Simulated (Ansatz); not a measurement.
# Fe2Co3: geometry relaxation (part 1 of 2)

System: Fe2Co3 (I4/mmm, 5 atoms in the cell).
Method: DFT PBE, scalar-relativistic, plane waves, PAW, spin-polarised (Ansatz 0.2.0).

The structure was made by a generator, so it may or may not be a known phase. Figures and captions count atoms from 1; the log counts them from 0 in places.

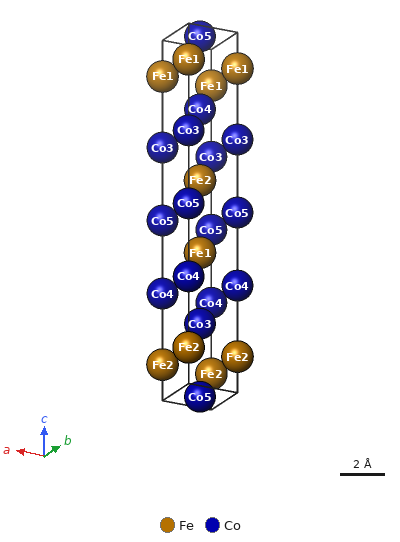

**Figure 1.** The starting structure (spheres-only view of the cell 2 times as large as that of the calculation, set on its symmetry axes, seen at an oblique angle; atoms are numbered from 1 in the order of the input). An atom can appear more than once, as a periodic image.

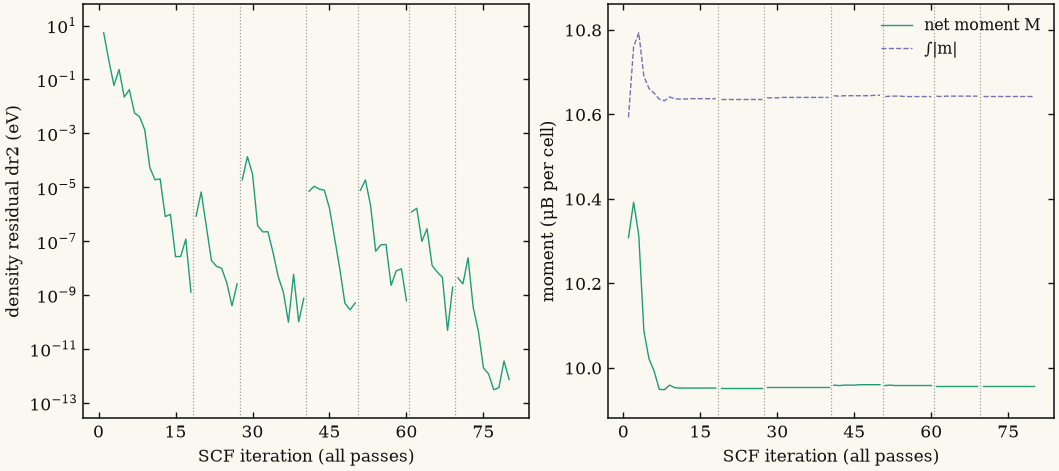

**Figure 2.** Convergence of the self-consistent field: density residual dr2 and magnetic moment against the SCF iteration. The dotted lines part the SCF passes of the relaxation: geometry steps, rejected trials and re-solves on a re-selected basis. The 7 passes take 9 to 18 iterations each, 80 in all. The net moment goes from 10.3 to 10.0 μB per cell.

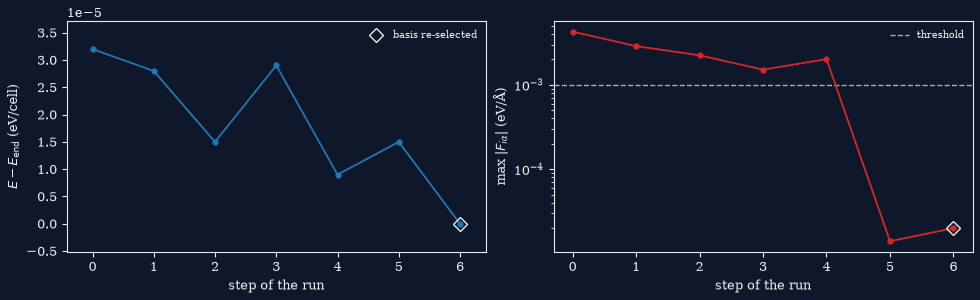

**Figure 3.** Progress of the relaxation, step by step (the first geometry is step 0 here and step 1 in the log). The atoms keep their places relative to the cell (all moves are under 0.005 Å). The space group stays I4/mmm (No. 139). The energy falls by next to nothing (0.0 meV per cell of the calculation) in 5 geometry steps. Largest force component: 0.0043 eV/Å at the start, under 0.0001 eV/Å at the end. Pressure: 0.00 GPa at the start and 0.00 GPa at the end. A last SCF at the same geometry on a re-selected plane-wave basis shifts the energy by next to nothing (0.0 meV per cell of the calculation). (Atoms are counted from 1 in the order of the input.)

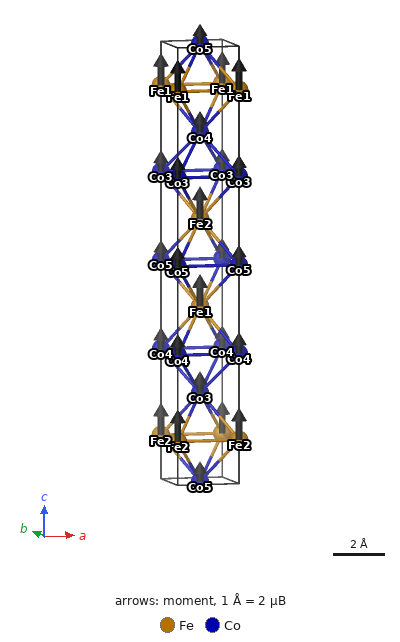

**Figure 4.** Magnetic moments of the sites as black arrows (ball-and-stick view of the cell 2 times as large as that of the calculation, set on its symmetry axes, seen at an oblique angle; atoms are numbered from 1 in the order of the input); small moments hardly show. The run is collinear, so the axis drawn is arbitrary. Site moments: Fe1, Fe2 (2.60 μB); Co3, Co4 (1.72 μB); Co5 (1.61 μB). They are counted near the atoms and needn't add up to the moment of the cell.

The input and output of the run follow.

### Input file
```yaml
crystal:
  lattice:
    - [-1.2665538739, 1.2665538739, 8.8005824854]
    - [1.2665538739, -1.2665538739, 8.8005824854]
    - [1.2665538739, 1.2665538739, -8.8005824854]
  atoms:
    - { symbol: Fe, position: [0.8997709185, 0.8997709185, 0.0], spin: 2.86 }
    - { symbol: Fe, position: [0.1002290815, 0.1002290815, 0.0], spin: 2.86 }
    - { symbol: Co, position: [0.7026293524, 0.7026293524, 0.0], spin: 1.9 }
    - { symbol: Co, position: [0.2973706476, 0.2973706476, 0.0], spin: 1.9 }
    - { symbol: Co, position: [0.5, 0.5, 0.0], spin: 1.78 }
basis:
  ecutwfc: 420
kpoints:
  mp_grid: { grid: [20, 20, 20] }
hamiltonian:
  xc: pbe
scf:
  occupations: { method: gaussian, width: 0.2 }
output:
  forces: true
  stress: true
  eigenvalues: true
  populations: true
magnetization:
  spin_polarized: true
relax:
  adjacent_minimum: "off"
  f_tol: 0.001
  max_steps: 60
  cell: { stress_tol: 0.01 }
```

Launch command:
```bash
ansatz run input.yaml --threads 4 --pin off --max-ram 8192MiB --backend cpu --events-out ev --progress --plain --runs-dir out
```

### Output
```
basis.fft_grid_basis auto: the FFT boxes are laid along the combinations [[1, 0, 1], [0, 1, 1], [0, 0, 1]] of the cell's own vectors, 2.533, 2.533 and 8.981 Å long. The dense box has 18×18×64 points. Along the cell's own vectors, as sized, it would have 64×64×64, 12.64 times as many. Of the 16 symmetry operations that the crystal satisfies within crystal.symmetry.tolerance (time reversal apart; of a slab, those that keep its plane) the dense box along the cell's own vectors carries 16, and the one as laid loses 12 of those. basis.fft_grid_basis: typed keeps the cell's own vectors: state it where this run's energies or levels are differenced outside the engine with another run's, or held beside a run that keeps those vectors.
Engine: ansatz 0.2.0, aarch64-unknown-linux-gnu
Pseudopotentials: kind: paw
Pseudopotential: Fe, paw, valence charge 16, recommended cutoff 420 eV (normal), Fe.paw.azcp
Pseudopotential: Co, paw, valence charge 17, recommended cutoff 420 eV (normal), Co.paw.azcp
Functional definition: PBE
  parameter kappa = 0.804
  parameter beta = 0.06672455060314922
  exchange = pbe_x(kappa = kappa, mu = beta*pi^2/3)
  correlation = pbe_c(beta = beta)
Crystal: 5 atoms, lattice volume = 56.470 Å³
Basis set: ecut = 420 eV, 1069 PW (Γ), FFT grids on a1+a3, a2+a3, a3, exchange–correlation on 36×36×128 points (8 copies of the dense FFT grid, shifted against one another)
Bands: 57, of which v1, the nominal top of the filled ones, is band 42 counted from 1 (41 counted from 0)
Symmetry: 16 space group operations
Space group: I4/mmm (ITA 139), of the structure as read, at distance tolerance 3.8e-5 Å
Magnetic group: BNS 139.531 (UNI 1191), of the structure as read, at distance tolerance 3.8e-5 Å
k-points: 641 of 8000
Non-local potential: Fe, projectors of the file, l = 0: 3, l = 1: 2, l = 2: 3, l = 3: 1
Non-local potential: Co, projectors of the file, l = 0: 3, l = 1: 2, l = 2: 3, l = 3: 1
PAW form: soft (Blöchl's): semilocal exchange-correlation on the pseudo side does not see the compensation charge
PAW one-centre angular grid: Fe, 590 points (default); XC on 64 Gauss nodes
PAW one-centre angular grid: Co, 590 points (default); XC on 64 Gauss nodes
Initial density: superposition of atomic densities (chi_scale 0.1, normalization cell)
Starting moments: Σ|m| = 11.3 μB on 5 of 5 sites
Initial wavefunctions: pseudopotential atomic-orbital guess
Functional: x = pbe(κ = 0.804, μ = 0.2195149727645171), c = pbe(β = 0.06672455060314922)
SCF iter   1: F=—  HF=-24338.096140 eV  |F-HF|=—  |Δ(HF+E_count)|=         —  Δρ=8.41e-2 (↑4.38e-2 ↓8.41e-2)  dr2=5.38e0  dr2_m=3.27e-1  M=10.308 μB ∫|m|=10.593 μB  β_m=0.30  ethr=3.10e-3  ⟨swp⟩=5.3  Hψ=225367  notcnv=0  defer=887
Mixer restart at iter 1: flushing history
preconditioner: auto → Kerker (q_TF=auto, 2.909 Å⁻¹)  [metal: Δε(μ)=0.000 eV  Ē_g=8.479 eV  σ=0.200 eV  W_gap=0.00  n_scr=24 (ndim 8)  ℏωp=32.4 eV  f_vac=0.000  D(μ)=5.84/eV (n_scr^D=80)]
spin=Collinear: Kerker preconditioning applied to the charge; magnetization (m = ρ↑ − ρ↓) channel mixes plain (no charge-response kernel on spin).
SCF iter   2: F=—  HF=-24336.462294 eV  |F-HF|=—  |Δ(HF+E_count)|=    1.63e0  Δρ=3.77e-2 (↑1.42e-2 ↓3.77e-2)  dr2=5.07e-1  dr2_m=2.74e-1  M=10.392 μB ∫|m|=10.760 μB  β_m=0.37  ethr=3.10e-3  ⟨swp⟩=2.2  Hψ=117475  notcnv=0  defer=6863
SCF iter   3: F=—  HF=-24337.765055 eV  |F-HF|=—  |Δ(HF+E_count)|=    1.30e0  Δρ=1.79e-2 (↑1.79e-2 ↓1.36e-2)  dr2=5.97e-2  dr2_m=1.03e-1  M=10.314 μB ∫|m|=10.793 μB  β_m=0.59  ethr=6.11e-4  ⟨swp⟩=2.0  Hψ=90435  notcnv=0  defer=6857
SCF iter   4: F=—  HF=-24339.055337 eV  |F-HF|=—  |Δ(HF+E_count)|=         —  Δρ=1.48e-2 (↑1.18e-2 ↓1.48e-2)  dr2=2.34e-1  dr2_m=1.19e-2  M=10.087 μB ∫|m|=10.690 μB  β_m=0.59  ethr=7.20e-5  ⟨swp⟩=2.1  Hψ=138525  notcnv=0  defer=6838
Mixer restart at iter 4: flushing history
SCF iter   5: F=—  HF=-24339.274041 eV  |F-HF|=—  |Δ(HF+E_count)|=   2.19e-1  Δρ=5.98e-3 (↑5.98e-3 ↓4.25e-3)  dr2=2.22e-2  dr2_m=3.01e-3  M=10.021 μB ∫|m|=10.661 μB  β_m=0.58  ethr=7.20e-5  ⟨swp⟩=2.0  Hψ=145033  notcnv=0  defer=6876
SCF iter   6: F=—  HF=-24339.295591 eV  |F-HF|=—  |Δ(HF+E_count)|=   2.15e-2  Δρ=5.81e-3 (↑3.66e-3 ↓5.81e-3)  dr2=4.16e-2  dr2_m=1.47e-3  M=9.992 μB ∫|m|=10.650 μB  β_m=0.68  ethr=2.67e-5  ⟨swp⟩=2.0  Hψ=135150  notcnv=0  defer=6867
SCF iter   7: F=—  HF=-24339.306598 eV  |F-HF|=—  |Δ(HF+E_count)|=   1.10e-2  Δρ=3.12e-3 (↑1.33e-3 ↓3.12e-3)  dr2=5.69e-3  dr2_m=7.55e-4  M=9.949 μB ∫|m|=10.636 μB  β_m=0.76  ethr=2.67e-5  ⟨swp⟩=2.0  Hψ=106335  notcnv=0  defer=6867
SCF iter   8: F=—  HF=-24339.310071 eV  |F-HF|=—  |Δ(HF+E_count)|=   3.47e-3  Δρ=2.41e-3 (↑1.94e-3 ↓2.41e-3)  dr2=4.10e-3  dr2_m=6.37e-4  M=9.948 μB ∫|m|=10.632 μB  β_m=0.87  ethr=6.85e-6  ⟨swp⟩=2.3  Hψ=105555  notcnv=0  defer=6867
SCF iter   9: F=—  HF=-24339.309803 eV  |F-HF|=—  |Δ(HF+E_count)|=   2.68e-4  Δρ=9.49e-4 (↑9.49e-4 ↓9.01e-4)  dr2=1.35e-3  dr2_m=1.61e-5  M=9.959 μB ∫|m|=10.641 μB  β_m=0.84  ethr=4.94e-6  ⟨swp⟩=2.0  Hψ=126972  notcnv=0  defer=6867
SCF iter  10: F=—  HF=-24339.309774 eV  |F-HF|=—  |Δ(HF+E_count)|=   2.87e-5  Δρ=2.90e-4 (↑8.96e-5 ↓2.90e-4)  dr2=5.34e-5  dr2_m=1.18e-5  M=9.953 μB ∫|m|=10.637 μB  β_m=0.89  ethr=1.62e-6  ⟨swp⟩=2.0  Hψ=97407  notcnv=0  defer=6865
SCF iter  11: F=—  HF=-24339.309793 eV  |F-HF|=—  |Δ(HF+E_count)|=   1.90e-5  Δρ=1.32e-4 (↑1.15e-4 ↓1.32e-4)  dr2=1.90e-5  dr2_m=9.19e-7  M=9.952 μB ∫|m|=10.636 μB  β_m=0.94  ethr=6.43e-8  ⟨swp⟩=2.0  Hψ=124022  notcnv=0  defer=6865
SCF iter  12: F=—  HF=-24339.309795 eV  |F-HF|=—  |Δ(HF+E_count)|=   1.23e-6  Δρ=1.33e-4 (↑9.06e-5 ↓1.33e-4)  dr2=2.03e-5  dr2_m=5.87e-7  M=9.952 μB ∫|m|=10.636 μB  β_m=0.73  ethr=2.28e-8  ⟨swp⟩=2.0  Hψ=124192  notcnv=0  defer=6865
SCF iter  13: F=—  HF=-24339.309792 eV  |F-HF|=—  |Δ(HF+E_count)|=   2.22e-6  Δρ=3.32e-5 (↑1.25e-5 ↓3.32e-5)  dr2=8.17e-7  dr2_m=1.63e-7  M=9.952 μB ∫|m|=10.637 μB  β_m=0.87  ethr=2.28e-8  ⟨swp⟩=2.0  Hψ=94026  notcnv=0  defer=6865
SCF iter  14: F=—  HF=-24339.309793 eV  |F-HF|=—  |Δ(HF+E_count)|=   1.68e-7  Δρ=2.55e-5 (↑1.75e-5 ↓2.55e-5)  dr2=9.92e-7  dr2_m=1.71e-8  M=9.952 μB ∫|m|=10.637 μB  β_m=0.75  ethr=9.84e-10  ⟨swp⟩=1.0  Hψ=73373  notcnv=0  defer=6865
SCF iter  15: F=—  HF=-24339.309792 eV  |F-HF|=—  |Δ(HF+E_count)|=   1.23e-7  Δρ=4.46e-6 (↑4.18e-6 ↓4.46e-6)  dr2=2.66e-8  dr2_m=2.17e-9  M=9.952 μB ∫|m|=10.637 μB  β_m=0.87  ethr=9.84e-10  ⟨swp⟩=2.0  Hψ=92187  notcnv=0  defer=6865
SCF iter  16: F=—  HF=-24339.309792 eV  |F-HF|=—  |Δ(HF+E_count)|=   1.59e-8  Δρ=6.04e-6 (↑1.69e-6 ↓6.04e-6)  dr2=2.70e-8  dr2_m=3.94e-9  M=9.952 μB ∫|m|=10.637 μB  β_m=0.94  ethr=3.21e-11  ⟨swp⟩=2.3  Hψ=102073  notcnv=0  defer=6865
SCF iter  17: F=—  HF=-24339.309792 eV  |F-HF|=—  |Δ(HF+E_count)|=   4.58e-9  Δρ=8.48e-6 (↑3.49e-6 ↓8.48e-6)  dr2=1.18e-7  dr2_m=4.25e-9  M=9.952 μB ∫|m|=10.637 μB  β_m=0.95  ethr=3.21e-11  ⟨swp⟩=2.1  Hψ=94370  notcnv=0  defer=6865
SCF iter  18: F=-24339.309792 eV  HF=-24339.309792 eV  |F-HF|=1.27e-9  |Δ(HF+E_count)|=   4.04e-9  Δρ=8.53e-7 (↑8.53e-7 ↓8.47e-7)  dr2=1.28e-9  dr2_m=1.59e-11  M=9.952 μB ∫|m|=10.637 μB  ethr=3.21e-11  ⟨swp⟩=7.4  Hψ=267741  notcnv=0
SCF 1 converged in 18 iterations: F = -24339.309792 eV  dr2 = 1.28e-9
  greatest PAW one-centre occupation: 1.002 electrons in one spin orbital (limit 2), on the Fe atom at site 1 (counted from 0), in its partial waves of l = 1
relax step   1: F+E_penalty+E_count = -24339.30979248 eV  Δ(F+E_penalty+E_count) = +0.000e0 eV  max|allowed force component| = 4.276e-3 eV/Å  Δτ_max = 0.0000 Å  P = +0.003 GPa  Ω = 56.470 Å³  (18 SCF iters, dr2 threshold 1.00e-7 eV, accepted)
Initial density: handed on by an earlier stage of this run
Starting moments: Σ|m| = 11.3 μB on 5 of 5 sites; this step starts from the density that it was given
Initial wavefunctions: those handed on with the density
iter 1 solved again at ethr=1.06e-9 eV; its pass at ethr=3.10e-3 eV (dr2=8.78e-7 eV) is discarded
SCF iter   1: F=—  HF=-24339.309796 eV  |F-HF|=—  |Δ(HF+E_count)|=         —  Δρ=3.32e-5 (↑2.75e-5 ↓3.32e-5)  dr2=8.43e-7  dr2_m=3.08e-7  M=9.952 μB ∫|m|=10.637 μB  β_m=0.65  ethr=1.06e-9  ⟨swp⟩=2.3  Hψ=280820  notcnv=0
preconditioner: auto → none  [metal: Δε(μ)=0.001 eV  Ē_g=8.726 eV  σ=0.200 eV  W_gap=0.00  n_scr=4 (ndim 8)  ℏωp=32.4 eV  f_vac=0.000  D(μ)=4.97/eV (n_scr^D=62)]
SCF iter   2: F=—  HF=-24339.309797 eV  |F-HF|=—  |Δ(HF+E_count)|=   8.97e-7  Δρ=2.15e-5 (↑2.15e-5 ↓2.15e-5)  dr2=6.70e-6  dr2_m=1.13e-7  M=9.952 μB ∫|m|=10.637 μB  β_m=0.28  ethr=1.02e-9  ⟨swp⟩=2.3  Hψ=117375  notcnv=0  recentre
SCF iter   3: F=—  HF=-24339.309796 eV  |F-HF|=—  |Δ(HF+E_count)|=   9.27e-7  Δρ=2.13e-5 (↑1.05e-5 ↓2.13e-5)  dr2=3.56e-7  dr2_m=1.08e-7  M=9.952 μB ∫|m|=10.637 μB  β_m=0.28  ethr=1.02e-9  ⟨swp⟩=2.0  Hψ=97848  notcnv=0
SCF iter   4: F=—  HF=-24339.309796 eV  |F-HF|=—  |Δ(HF+E_count)|=   9.09e-8  Δρ=1.25e-5 (↑5.02e-6 ↓1.25e-5)  dr2=1.91e-8  dr2_m=3.56e-8  M=9.952 μB ∫|m|=10.637 μB  β_m=0.42  ethr=4.28e-10  ⟨swp⟩=1.1  Hψ=73153  notcnv=0
SCF iter   5: F=—  HF=-24339.309796 eV  |F-HF|=—  |Δ(HF+E_count)|=   8.57e-8  Δρ=6.21e-6 (↑6.21e-6 ↓4.32e-6)  dr2=1.16e-8  dr2_m=1.02e-8  M=9.952 μB ∫|m|=10.637 μB  β_m=0.44  ethr=2.30e-11  ⟨swp⟩=2.1  Hψ=125768  notcnv=0
SCF iter   6: F=—  HF=-24339.309796 eV  |F-HF|=—  |Δ(HF+E_count)|=   2.47e-9  Δρ=4.73e-6 (↑1.91e-6 ↓4.73e-6)  dr2=9.77e-9  dr2_m=4.93e-9  M=9.952 μB ∫|m|=10.637 μB  β_m=0.55  ethr=1.39e-11  ⟨swp⟩=2.0  Hψ=124176  notcnv=0
SCF iter   7: F=—  HF=-24339.309796 eV  |F-HF|=—  |Δ(HF+E_count)|=   8.14e-9  Δρ=1.71e-6 (↑8.91e-7 ↓1.71e-6)  dr2=2.78e-9  dr2_m=7.95e-10  M=9.952 μB ∫|m|=10.637 μB  β_m=0.72  ethr=1.18e-11  ⟨swp⟩=2.0  Hψ=98773  notcnv=0
SCF iter   8: F=—  HF=-24339.309796 eV  |F-HF|=—  |Δ(HF+E_count)|=   1.31e-9  Δρ=7.29e-7 (↑7.29e-7 ↓4.52e-7)  dr2=4.01e-10  dr2_m=9.10e-11  M=9.952 μB ∫|m|=10.637 μB  β_m=0.63  ethr=3.35e-12  ⟨swp⟩=2.0  Hψ=100084  notcnv=0
SCF iter   9: F=-24339.309796 eV  HF=-24339.309796 eV  |F-HF|=2.48e-9  |Δ(HF+E_count)|=  2.18e-11  Δρ=1.30e-6 (↑5.52e-7 ↓1.30e-6)  dr2=2.60e-9  dr2_m=1.27e-10  M=9.952 μB ∫|m|=10.637 μB  ethr=1.00e-12  ⟨swp⟩=2.0  Hψ=203366  notcnv=0
SCF 2 converged in 9 iterations: F = -24339.309796 eV  dr2 = 2.60e-9
[... from here on the iterations of each SCF are left out, up to the last one ...]
relax step   2: F+E_penalty+E_count = -24339.30979650 eV  Δ(F+E_penalty+E_count) = -4.020e-6 eV  max|allowed force component| = 2.880e-3 eV/Å  Δτ_max = 0.0002 Å  P = +0.003 GPa  Ω = 56.470 Å³  energy of the carried Pulay correction = -2.552e-7 eV  (9 SCF iters, dr2 threshold 3.24e-9 eV, accepted)
Crystal: 5 atoms, lattice volume = 56.474 Å³
preconditioner: auto → none  [metal: Δε(μ)=0.000 eV  Ē_g=8.726 eV  σ=0.200 eV  W_gap=0.00  n_scr=4 (ndim 8)  ℏωp=32.4 eV  f_vac=0.000  D(μ)=4.97/eV (n_scr^D=62)]
SCF 3 converged in 13 iterations: F = -24339.309809 eV  dr2 = 7.72e-10
relax step   3: F+E_penalty+E_count = -24339.30980932 eV  Δ(F+E_penalty+E_count) = -1.282e-5 eV  max|allowed force component| = 2.242e-3 eV/Å  Δτ_max = 0.0010 Å  P = +0.002 GPa  Ω = 56.474 Å³  energy of the carried Pulay correction = -3.774e-6 eV  (13 SCF iters, dr2 threshold 3.06e-9 eV, accepted)
Crystal: 5 atoms, lattice volume = 56.492 Å³
preconditioner: auto → none  [metal: Δε(μ)=0.001 eV  Ē_g=8.724 eV  σ=0.200 eV  W_gap=0.00  n_scr=4 (ndim 8)  ℏωp=32.4 eV  f_vac=0.000  D(μ)=4.97/eV (n_scr^D=62)]
SCF 4 converged in 10 iterations: F = -24339.309795 eV  dr2 = 5.07e-10
relax step   4: F+E_penalty+E_count = -24339.30979465 eV  Δ(F+E_penalty+E_count) = +1.467e-5 eV  max|allowed force component| = 1.515e-3 eV/Å  Δτ_max = 0.0002 Å  P = -0.044 GPa  Ω = 56.492 Å³  energy of the carried Pulay correction = -2.019e-5 eV  (10 SCF iters, dr2 threshold 7.05e-10 eV, accepted)
Crystal: 5 atoms, lattice volume = 56.471 Å³
preconditioner: auto → none  [metal: Δε(μ)=0.001 eV  Ē_g=8.727 eV  σ=0.200 eV  W_gap=0.00  n_scr=4 (ndim 8)  ℏωp=32.4 eV  f_vac=0.000  D(μ)=4.97/eV (n_scr^D=62)]
SCF 5 converged in 10 iterations: F = -24339.309815 eV  dr2 = 6.08e-10
```
